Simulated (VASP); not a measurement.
# Geometry relaxation of PtS₂ (part 3 of 4)

PtS₂ (P-3m1, 3 atoms in the cell); Kohn-Sham DFT of a periodic cell, BLYP with D3(BJ), VASP PAW PBE potentials, recommended, no spin polarisation (VASP 6.6.1); cutoff 600 eV, 9×9×5 k-mesh, fermi-dirac of 0.05 eV. The structure derives from an entry of the Crystallography Open Database.

Geometry of the input (Å; fractional positions):
```
3.5432  0.0000  0.0000
-1.7716  3.0685  0.0000
0.0000  0.0000  5.0388
Pt 0.0000  0.0000  0.0000
S  0.6667  0.3333  0.7730
S  0.3333  0.6667  0.2270
```

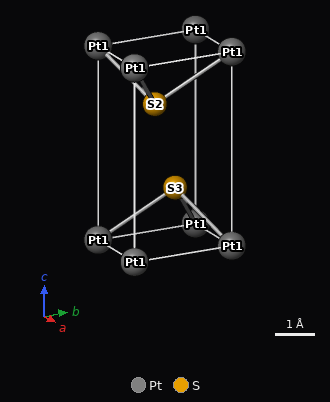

Figure 1. The geometry at step 5 of the log (ball-and-stick view of the cell of the calculation, seen slightly off an axis; atoms are numbered from 1 in the order of the input).

**Parts of OUTCAR, continued**
```
  FORCE on cell =-STRESS in cart. coord.  units (eV):
  Direction    XX          YY          ZZ          XY          YZ          ZX
  --------------------------------------------------------------------------------------
  -------------------------------------------------------------------------------------
  Total      -0.82873    -0.82873    -0.51669    -0.00000     0.00000     0.00000
  in kB     -22.66673   -22.66673   -14.13210    -0.00000     0.00000     0.00000
  external pressure =      -19.82 kB  Pullay stress =        0.00 kB

 VOLUME and BASIS-vectors are now :
 -----------------------------------------------------------------------------
  energy-cutoff  :      600.00
  volume of cell :       58.58
      direct lattice vectors                 reciprocal lattice vectors
     3.633451367  0.000000000  0.000000000     0.275220417  0.158898582  0.000000000
    -1.816725684  3.146661188  0.000000000     0.000000000  0.317797164  0.000000000
     0.000000000  0.000000000  5.123510125     0.000000000 -0.000000000  0.195178691

 POSITION                                       TOTAL-FORCE (eV/Angst)
 -----------------------------------------------------------------------------------
      0.00000      0.00000      0.00000         0.000000      0.000000      0.000000
      1.81673      1.04889      3.92224         0.000000     -0.000000     -0.484346
     -0.00000      2.09777      1.20127        -0.000000      0.000000      0.484346
 -----------------------------------------------------------------------------------
    total drift:                               -0.000000      0.000000     -0.000000

  FREE ENERGIE OF THE ION-ELECTRON SYSTEM (eV)
  ---------------------------------------------------
  free  energy   TOTEN  =       -15.8703360734 eV

  energy  without entropy=      -15.8703187077  energy(sigma->0) =      -15.87032739

 E-fermi :   6.8745     XC(G=0):  -9.8359     alpha+bet :-11.4831

 val. band max:        6.5351759682   @ k =   0.0000   0.0000   0.0000
 cond. band min:       7.3037810707   @ k =   0.3333   0.3333   0.0000
 fundamental gap:      0.7686051026
 Fermi energy:         6.8744880134

 k-point     1 :       0.0000    0.0000    0.0000
  band No.  band energies     occupation
      1      -8.3335      2.00000
      2      -5.6688      2.00000
      3       0.0407      2.00000
      4       0.2668      2.00000
      5       0.2668      2.00000
      6       2.9532      2.00000
      7       2.9532      2.00000
      8       4.6448      2.00000
      9       5.4603      2.00000
     10       5.4603      2.00000
     11       6.5352      1.99774
     12       8.5126      0.00000
     13       8.5126      0.00000
     14      11.4353      0.00000
     15      11.7213      0.00000

 k-point     2 :       0.1111   -0.0000    0.0000
  band No.  band energies     occupation
      1      -8.1891      2.00000
      2      -5.7391      2.00000
      3       0.1935      2.00000
      4       0.3605      2.00000
      5       0.3844      2.00000
      6       2.7274      2.00000
      7       2.8408      2.00000
      8       4.2676      2.00000
      9       5.3635      2.00000
     10       5.4582      2.00000
     11       6.4493      1.99959
     12       8.1608      0.00000
     13       8.4503      0.00000
     14      12.1399      0.00000
     15      12.2885      0.00000

 k-point     3 :       0.2222    0.0000    0.0000
  band No.  band energies     occupation
      1      -7.7864      2.00000
      2      -5.9145      2.00000
      3       0.5121      2.00000
      4       0.5942      2.00000
      5       0.8081      2.00000
      6       1.9538      2.00000
      7       2.6678      2.00000
      8       3.7281      2.00000
      9       5.1302      2.00000
     10       5.2370      2.00000
     11       5.8575      2.00000
     12       8.0102      0.00000
     13       8.4826      0.00000
     14      12.3692      0.00000
     15      13.4677      0.00000

 k-point     4 :       0.3333    0.0000    0.0000
  band No.  band energies     occupation
      1      -7.2284      2.00000
      2      -6.1250      2.00000
      3       0.4149      2.00000
      4       0.8208      2.00000
      5       1.3457      2.00000
      6       1.5799      2.00000
      7       2.7308      2.00000
      8       3.4907      2.00000
      9       4.5635      2.00000
     10       4.6553      2.00000
     11       5.0667      2.00000
     12       8.0200      0.00000
     13       8.7242      0.00000
     14      11.9336      0.00000
     15      13.8384      0.00000

 k-point     5 :       0.4444    0.0000    0.0000
  band No.  band energies     occupation
      1      -6.7114      2.00000
      2      -6.3408      2.00000
      3      -0.2300      2.00000
      4       0.9146      2.00000
      5       1.6046      2.00000
      6       2.4354      2.00000
      7       3.1827      2.00000
      8       3.4228      2.00000
      9       3.8939      2.00000
     10       3.8990      2.00000
     11       4.3220      2.00000
     12       7.9676      0.00000
     13       8.9395      0.00000
     14      11.8994      0.00000
     15      13.2752      0.00000

 [... the levels of 18 k-points are left out ...]

 k-point    24 :      -0.1111    0.3333    0.2000
  band No.  band energies     occupation
      1      -7.3611      2.00000
      2      -6.1292      2.00000
      3       0.3619      2.00000
      4       0.6487      2.00000
      5       1.2778      2.00000
      6       1.7641      2.00000
      7       2.4558      2.00000
      8       3.6181      2.00000
      9       4.8333      2.00000
     10       5.0198      2.00000
     11       6.1216      2.00000
     12       7.3949      0.00006
     13       8.1990      0.00000
     14      12.0490      0.00000
     15      13.9017      0.00000

 [... further k-points ...]

[... ionic steps 4 to 15 ...]

--------------------------------------- Ionic step       16  -------------------------------------------

 number of electron      22.0000000 magnetization

------------------------ aborting loop because EDIFF is reached ----------------------------------------

 Edisp (eV)   -2.97794

 E8    (eV) :    -2.1076

  FORCE on cell =-STRESS in cart. coord.  units (eV):
  Direction    XX          YY          ZZ          XY          YZ          ZX
  --------------------------------------------------------------------------------------
  -------------------------------------------------------------------------------------
  Total       0.03404     0.03404     0.10669     0.00000     0.00000     0.00000
  in kB       1.04883     1.04883     3.28737     0.00000     0.00000     0.00000
  external pressure =        1.80 kB  Pullay stress =        0.00 kB

 VOLUME and BASIS-vectors are now :
 -----------------------------------------------------------------------------
  energy-cutoff  :      600.00
  volume of cell :       52.00
      direct lattice vectors                 reciprocal lattice vectors
     3.610064179 -0.000000000  0.000000000     0.277003386  0.159927979  0.000000000
    -1.805032090  3.126407289 -0.000000000    -0.000000000  0.319855959  0.000000000
     0.000000000 -0.000000000  4.607101475    -0.000000000 -0.000000000  0.217056213

 POSITION                                       TOTAL-FORCE (eV/Angst)
 -----------------------------------------------------------------------------------
     -0.00000      0.00000      0.00000         0.000000      0.000000      0.000000
      1.80503      1.04214      3.38267         0.000000     -0.000000      0.010108
     -0.00000      2.08427      1.22443        -0.000000      0.000000     -0.010108
 -----------------------------------------------------------------------------------
    total drift:                               -0.000000     -0.000000      0.000000

  FREE ENERGIE OF THE ION-ELECTRON SYSTEM (eV)
  ---------------------------------------------------
  free  energy   TOTEN  =       -15.9911492863 eV

  energy  without entropy=      -15.9897708506  energy(sigma->0) =      -15.99046007

--------------------------------------- Ionic step       17  -------------------------------------------

 number of electron      22.0000000 magnetization

------------------------ aborting loop because EDIFF is reached ----------------------------------------

 Edisp (eV)   -2.96938

 E8    (eV) :    -2.1015

  FORCE on cell =-STRESS in cart. coord.  units (eV):
  Direction    XX          YY          ZZ          XY          YZ          ZX
  --------------------------------------------------------------------------------------
  -------------------------------------------------------------------------------------
  Total      -0.00630    -0.00630     0.06911    -0.00000     0.00000     0.00000
  in kB      -0.19363    -0.19363     2.12387    -0.00000     0.00000     0.00000
  external pressure =        0.58 kB  Pullay stress =        0.00 kB

 VOLUME and BASIS-vectors are now :
 -----------------------------------------------------------------------------
  energy-cutoff  :      600.00
  volume of cell :       52.13
      direct lattice vectors                 reciprocal lattice vectors
     3.611041857  0.000000000  0.000000000     0.276928388  0.159884679  0.000000000
    -1.805520929  3.127253983  0.000000000    -0.000000000  0.319769359  0.000000000
     0.000000000 -0.000000000  4.616692966    -0.000000000 -0.000000000  0.216605264

 POSITION                                       TOTAL-FORCE (eV/Angst)
 -----------------------------------------------------------------------------------
      0.00000      0.00000      0.00000         0.000000      0.000000      0.000000
      1.80552      1.04242      3.39271        -0.000000      0.000000     -0.001748
     -0.00000      2.08484      1.22398         0.000000     -0.000000      0.001748
 -----------------------------------------------------------------------------------
    total drift:                               -0.000000      0.000000      0.000000

  FREE ENERGIE OF THE ION-ELECTRON SYSTEM (eV)
  ---------------------------------------------------
  free  energy   TOTEN  =       -15.9913579171 eV

  energy  without entropy=      -15.9900087560  energy(sigma->0) =      -15.99068334

--------------------------------------- Ionic step       18  -------------------------------------------

 number of electron      22.0000000 magnetization

 Free energy of the ion-electron system (eV)
  ---------------------------------------------------
  ext. energy  EPLUGINS =         0.00000000
  ---------------------------------------------------
  free energy    TOTEN  =       -13.02851191 eV

  energy without entropy =      -13.02718319  energy(sigma->0) =      -13.02784755

 E-fermi :   8.2196     XC(G=0): -10.4040     alpha+bet :-12.6324

 val. band max:        8.0051603634   @ k =   0.0000   0.1111   0.2000
 cond. band min:       8.3639042475   @ k =  -0.1111   0.3333   0.4000
 fundamental gap:      0.3587438841
 Fermi energy:         8.2195531421

 k-point     1 :       0.0000    0.0000    0.0000
  band No.  band energies     occupation
      1      -7.4798      2.00000
      2      -4.1479      2.00000
      3       0.8649      2.00000
      4       1.4469      2.00000
      5       1.4469      2.00000
      6       4.1998      2.00000
      7       4.1998      2.00000
      8       5.8183      2.00000
      9       6.7030      2.00000
     10       6.7030      2.00000
     11       8.3700      0.09404
     12       9.2422      0.00000
     13       9.2422      0.00000
     14      12.0847      0.00000
     15      13.1380      0.00000

 k-point     2 :       0.1111   -0.0000    0.0000
  band No.  band energies     occupation
      1      -7.3340      2.00000
      2      -4.2561      2.00000
      3       1.0335      2.00000
      4       1.5431      2.00000
      5       1.6241      2.00000
      6       3.9746      2.00000
      7       4.0881      2.00000
      8       5.4338      2.00000
      9       6.4946      2.00000
     10       6.6064      2.00000
     11       7.7873      1.99965
     12       9.3373      0.00000
     13       9.5148      0.00000
     14      12.8078      0.00000
     15      13.6887      0.00000

 k-point     3 :       0.2222    0.0000    0.0000
  band No.  band energies     occupation
      1      -6.9227      2.00000
      2      -4.5226      2.00000
      3       1.4854      2.00000
      4       1.7922      2.00000
      5       2.0862      2.00000
      6       3.1556      2.00000
      7       3.8910      2.00000
      8       4.8217      2.00000
      9       6.1723      2.00000
     10       6.2316      2.00000
     11       6.9253      2.00000
     12       9.6746      0.00000
     13       9.6747      0.00000
     14      13.6431      0.00000
     15      14.4940      0.00000

 k-point     4 :       0.3333    0.0000    0.0000
  band No.  band energies     occupation
      1      -6.3321      2.00000
      2      -4.8512      2.00000
      3       1.6535      2.00000
      4       2.0636      2.00000
      5       2.2393      2.00000
      6       3.0115      2.00000
      7       3.8683      2.00000
      8       4.5177      2.00000
      9       5.6186      2.00000
     10       5.6905      2.00000
     11       6.1552      2.00000
     12       9.3643      0.00000
     13      10.1336      0.00000
     14      13.4922      0.00000
     15      15.2417      0.00000

 k-point     5 :       0.4444    0.0000    0.0000
  band No.  band energies     occupation
      1      -5.7195      2.00000
      2      -5.2202      2.00000
      3       0.9332      2.00000
      4       2.2032      2.00000
      5       2.6857      2.00000
      6       3.9448      2.00000
      7       4.1618      2.00000
      8       4.3064      2.00000
      9       4.9662      2.00000
     10       5.1322      2.00000
     11       5.4527      2.00000
     12       8.9770      0.00000
     13      10.4501      0.00000
     14      13.5820      0.00000
     15      14.8973      0.00000

 [... the levels of 18 k-points are left out ...]

 k-point    24 :      -0.1111    0.3333    0.2000
  band No.  band energies     occupation
      1      -6.4279      2.00000
      2      -4.8581      2.00000
      3       1.2925      2.00000
      4       1.8032      2.00000
      5       2.2953      2.00000
      6       3.0971      2.00000
      7       3.7763      2.00000
      8       4.8016      2.00000
      9       5.8378      2.00000
     10       6.2588      2.00000
     11       7.4090      2.00000
     12       8.6838      0.00019
     13       9.3980      0.00000
     14      13.1504      0.00000
     15      14.7941      0.00000

 [... further k-points ...]

------------------------ aborting loop because EDIFF is reached ----------------------------------------

 Edisp (eV)   -2.96290

 E8    (eV) :    -2.0968

  FORCE on cell =-STRESS in cart. coord.  units (eV):
  Direction    XX          YY          ZZ          XY          YZ          ZX
  --------------------------------------------------------------------------------------
  -------------------------------------------------------------------------------------
  Total      -0.03670    -0.03670     0.04104     0.00000     0.00000    -0.00000
  in kB      -1.12569    -1.12569     1.25860     0.00000     0.00000    -0.00000
  external pressure =       -0.33 kB  Pullay stress =        0.00 kB

 VOLUME and BASIS-vectors are now :
 -----------------------------------------------------------------------------
  energy-cutoff  :      600.00
  volume of cell :       52.24
      direct lattice vectors                 reciprocal lattice vectors
     3.611784377  0.000000000  0.000000000     0.276871456  0.159851810  0.000000000
    -1.805892189  3.127897024  0.000000000    -0.000000000  0.319703620  0.000000000
     0.000000000 -0.000000000  4.623977446    -0.000000000 -0.000000000  0.216264031

 POSITION                                       TOTAL-FORCE (eV/Angst)
 -----------------------------------------------------------------------------------
      0.00000      0.00000      0.00000        -0.000000      0.000000      0.000000
      1.80589      1.04263      3.40035        -0.000000      0.000000     -0.010510
     -0.00000      2.08526      1.22363         0.000000     -0.000000      0.010510
 -----------------------------------------------------------------------------------
    total drift:                               -0.000000     -0.000000      0.000000

  FREE ENERGIE OF THE ION-ELECTRON SYSTEM (eV)
  ---------------------------------------------------
  free  energy   TOTEN  =       -15.9914110505 eV

  energy  without entropy=      -15.9900823307  energy(sigma->0) =      -15.99074669

 reached required accuracy - stopping structural energy minimisation
```

**CONTCAR**
```
PtS2
   1.00000000000000
     3.6117843774457254    0.0000000000000000    0.0000000000000000
    -1.8058921887228627    3.1278970238713004    0.0000000000000000
     0.0000000000000000   -0.0000000000000000    4.6239774460010343
  Pt              S
     1     2
Direct
     0.0000000000000000    0.0000000000000000    0.0000000000000000
     0.6666666667000030    0.3333333332999970    0.7353725561122386
     0.3333333332999970    0.6666666667000030    0.2646274438877611

  0.00000000E+00  0.00000000E+00  0.00000000E+00
  0.00000000E+00  0.00000000E+00  0.00000000E+00
  0.00000000E+00  0.00000000E+00  0.00000000E+00
```

**Trajectory as extended XYZ (Å, eV, eV/Å), 18 frames, from step=0 to step=17**
```
3
Lattice="3.5432 0.0000 0.0000 -1.7716 3.0685 0.0000 0.0000 0.0000 5.0388" Properties=species:S:1:pos:R:3:forces:R:3 step=0 energy=-15.68294
Pt    0.0000    0.0000    0.0000    0.0000   0.0000   0.0000
S     1.7716    1.0228    3.8950    0.0000   0.0000  -1.9440
S     0.0000    2.0457    1.1438    0.0000   0.0000   1.9440
3
Lattice="3.7845 0.0000 0.0000 -1.8923 3.2775 0.0000 0.0000 0.0000 5.2653" Properties=species:S:1:pos:R:3:forces:R:3 step=1 energy=-15.44122
Pt    0.0000    0.0000    0.0000    0.0000   0.0000   0.0000
S     1.8923    1.0925    3.9721    0.0000   0.0000   1.0824
S     0.0000    2.1850    1.2932    0.0000   0.0000  -1.0824
3
Lattice="3.6335 0.0000 0.0000 -1.8167 3.1467 0.0000 0.0000 0.0000 5.1235" Properties=species:S:1:pos:R:3:forces:R:3 step=2 energy=-15.87034
Pt    0.0000    0.0000    0.0000    0.0000   0.0000   0.0000
S     1.8167    1.0489    3.9222    0.0000   0.0000  -0.4843
S     0.0000    2.0978    1.2013    0.0000   0.0000   0.4843
3
Lattice="3.6298 0.0000 0.0000 -1.8149 3.1435 0.0000 0.0000 0.0000 5.1201" Properties=species:S:1:pos:R:3:forces:R:3 step=3 energy=-15.87069
Pt    0.0000    0.0000    0.0000    0.0000   0.0000   0.0000
S     1.8149    1.0478    3.9210    0.0000   0.0000  -0.5338
S     0.0000    2.0957    1.1990    0.0000   0.0000   0.5338
3
Lattice="3.6068 0.0000 0.0000 -1.8034 3.1236 0.0000 0.0000 -0.0000 5.1008" Properties=species:S:1:pos:R:3:forces:R:3 step=4 energy=-15.90297
Pt    3.6068    0.0000    0.0000    0.0000   0.0000   0.0000
S     1.8034    1.0412    3.8801    0.0000   0.0000  -0.3879
S     0.0000    2.0824    1.2207    0.0000   0.0000   0.3879
3
Lattice="3.5506 0.0000 0.0000 -1.7753 3.0749 0.0000 0.0000 -0.0000 5.0536" Properties=species:S:1:pos:R:3:forces:R:3 step=5 energy=-15.93344
Pt    0.0000    0.0000    0.0000    0.0000   0.0000   0.0000
S     1.7753    1.0250    3.7805    0.0000   0.0000  -0.0135
S     0.0000    2.0499    1.2731    0.0000   0.0000   0.0135
3
Lattice="3.5676 0.0000 0.0000 -1.7838 3.0897 0.0000 0.0000 -0.0000 4.9288" Properties=species:S:1:pos:R:3:forces:R:3 step=6 energy=-15.95993
Pt   -1.7838    3.0897    0.0000    0.0000   0.0000   0.0000
S     1.7838    1.0299    3.6606    0.0000   0.0000   0.0919
S     0.0000    2.0598    1.2682    0.0000   0.0000  -0.0919
3
Lattice="3.5918 0.0000 0.0000 -1.7959 3.1106 0.0000 0.0000 -0.0000 4.7518" Properties=species:S:1:pos:R:3:forces:R:3 step=7 energy=-15.98138
Pt    0.0000    0.0000    4.7518    0.0000   0.0000   0.0000
S     1.7959    1.0369    3.4920    0.0000   0.0000   0.2408
S     0.0000    2.0738    1.2598    0.0000   0.0000  -0.2408
3
Lattice="3.6004 0.0000 0.0000 -1.8002 3.1180 0.0000 0.0000 -0.0000 4.6891" Properties=species:S:1:pos:R:3:forces:R:3 step=8 energy=-15.98318
Pt   -1.8002    3.1180    0.0000    0.0000   0.0000   0.0000
S     1.8002    1.0393    3.4324    0.0000   0.0000   0.3026
S     0.0000    2.0787    1.2567    0.0000   0.0000  -0.3026
3
Lattice="3.5787 -0.0000 0.0000 -1.7894 3.0993 -0.0000 0.0000 -0.0000 4.4851" Properties=species:S:1:pos:R:3:forces:R:3 step=9 energy=-15.95410
Pt    0.0000    0.0000    4.4851    0.0000   0.0000   0.0000
S     1.7894    1.0331    3.2850    0.0000   0.0000  -0.3611
S     0.0000    2.0662    1.2001    0.0000   0.0000   0.3611
```
